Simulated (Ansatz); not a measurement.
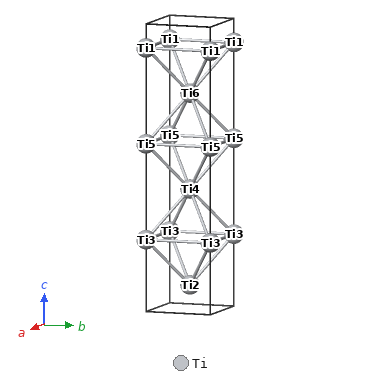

Four computed energy maps of cells of Ti. The picture above is the structure of the first map.

Map 1

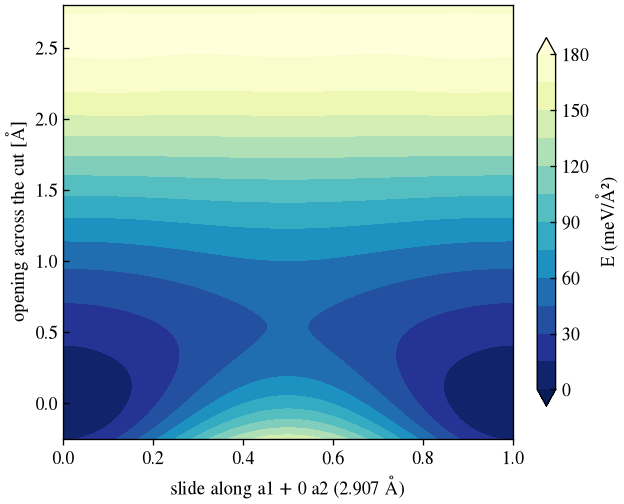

Ti (Fm-3m, No. 225; 6 atoms in the cell). Rigid slide and opening across a plane, one cut a cell; the plane is (0 0 1) of the conventional cell. The first coordinate is: slide along a1 + 0 a2 (2.907 Å); the second: opening across the cut. Nothing is relaxed (rigid halves). Grid: 10 × 6 points; 36 points were computed and 24 follow by symmetry. Points are written as (first, second). Energies are in meV/Å², from the lowest grid point. Computed with DFT PBE, scalar-relativistic, plane waves, PAW in Ansatz. Settings: cutoff 520 eV, k-mesh 15×15×4 in the order of the run's cell vectors, gaussian smearing 0.15 eV, no spin polarisation.

Drawn: filled contours, one colour for all values above the top of the scale. Between grid points the surface is interpolated.

Map 2

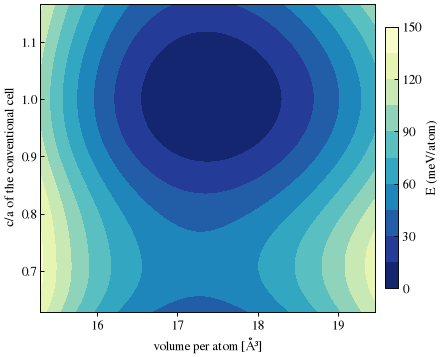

Ti (Fm-3m, No. 225; 1 atom in the cell). 
- The energy is mapped over volume and the cell's shape.
- Coordinates scanned: (1) volume per atom; (2) c/a of the conventional cell.
- Nothing is relaxed (symmetry fixes all fractional coordinates).
- Grid: 7 × 9 points.
- Points are written as (first, second).
- Energies are in meV/atom, from the lowest grid point.
- Computed with Ansatz, DFT PBE, scalar-relativistic, plane waves, PAW. Settings: cutoff 520 eV, k-mesh 20×20×20, gaussian smearing 0.15 eV, no spin polarisation.

In the figure: filled contours. Between grid points the surface is interpolated.

Map 3

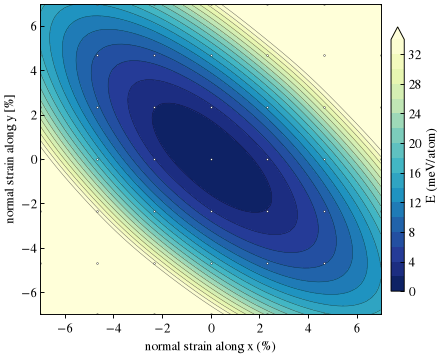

Ti (Fm-3m, No. 225; 1 atom in the cell). The energy is mapped over two homogeneous strains (x, y and z along the cube axes). First axis: normal strain along x. Second axis: normal strain along y. Nothing is relaxed (symmetry fixes all fractional coordinates). Grid: 7 × 7 points; 28 points were computed and 21 follow by symmetry. Points are written as (first, second). Energies: meV/atom, counted from the lowest grid point. Level of theory: DFT PBE, scalar-relativistic, plane waves, PAW in Ansatz. Settings: cutoff 520 eV, k-mesh 18×18×18, gaussian smearing 0.15 eV, no spin polarisation.

Drawn: filled contours, dots at the grid points, one colour for all values above the top of the scale. Between grid points the surface is interpolated.

Map 4

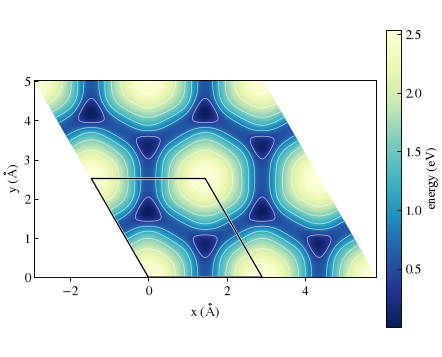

C on a Ti(111) slab cut from the Fm-3m phase, its upper half relaxed before the scan (3 atoms of substrate and one adsorbate in a 1 × 1 cell). C is moved over the surface cell; relaxed at each place: the height of the adsorbate's atoms; substrate rigid; the origin of the map has the adsorbate above Ti3. Places are given modulo a cell vector. The map is drawn in real space over the plane of the surface. The grid has 6 × 6 points; 10 points were computed and 26 follow by symmetry. All energies are given in eV relative to the lowest grid point. With one adsorbate in each 1 × 1 cell, its nearest image is 2.9 Å away, so neighbouring adsorbates interact. Method: Ansatz, DFT PBE, scalar-relativistic, plane waves, PAW. Settings: cutoff 420 eV, k-mesh 9×9×1, gaussian smearing 0.1 eV, no spin polarisation.

The picture shows a smooth colour map with a few white contour lines, the outline of one cell of the 2 × 2 shown. Between grid points the surface is interpolated.

**What does each map show?**

Map 1: The lowest grid point is at (0.0, 0.00 Å). No other kind of well shows on this grid. The highest grid point, (0.5, 2.80 Å), lies 177 meV/Å² above the lowest. On the interpolated surface the easiest way out of the lowest well to its copy in the next cell or period passes a barrier of about 46 meV/Å².
Map 2: The lowest grid point is at (17.38 Å³, 1.000) [fcc]. It is the only kind of minimum in the scanned range. The highest grid point, (15.29 Å³, 0.734), lies 137 meV/atom above the lowest. Round the minimum the two coordinates are nearly uncoupled.
Map 3: The lowest grid point is at (0.00 %, 0.00 %). It is the only kind of minimum in the scanned range. The highest grid point, (−7.00 %, −7.00 %), lies 138 meV/atom above the lowest. Round the minimum the valley is strongly tilted: raising normal strain along x shifts the best value of normal strain along y downwards (coupling k₁₂/√(k₁₁k₂₂) about 0.7).
Map 4: The lowest grid point is at a threefold hollow over a second-layer Ti atom, (2/6, 4/6) of the cell vectors. A higher local minimum lies near a threefold hollow over a third-layer Ti atom, (4/6, 2/6) of the cell vectors (0.09 eV above the lowest at that grid point). The highest grid point, the top site over a surface Ti atom, (0/6, 0/6) of the cell vectors, lies 2.54 eV above the lowest. On the interpolated surface the easiest way out of the lowest well to the well at a threefold hollow over a third-layer Ti atom, (4/6, 2/6) of the cell vectors passes a barrier of about 0.57 eV. At the lowest point the adsorbate has 3 Ti at 1.90 Å as nearest neighbours, at the highest 1 Ti at 1.98 Å. Its relaxed height above the top atom is 0.88 Å at the lowest and 1.98 Å at the highest point.

**Maps 1, 2, 3 start from a relaxed reference structure. Do they show a way to lower its energy?**

No. In each of them the reference is the lowest point, within the accuracy of the grid, so it is stable against the distortions scanned (other distortions weren't tried).

PAW datasets: the set soft_1.
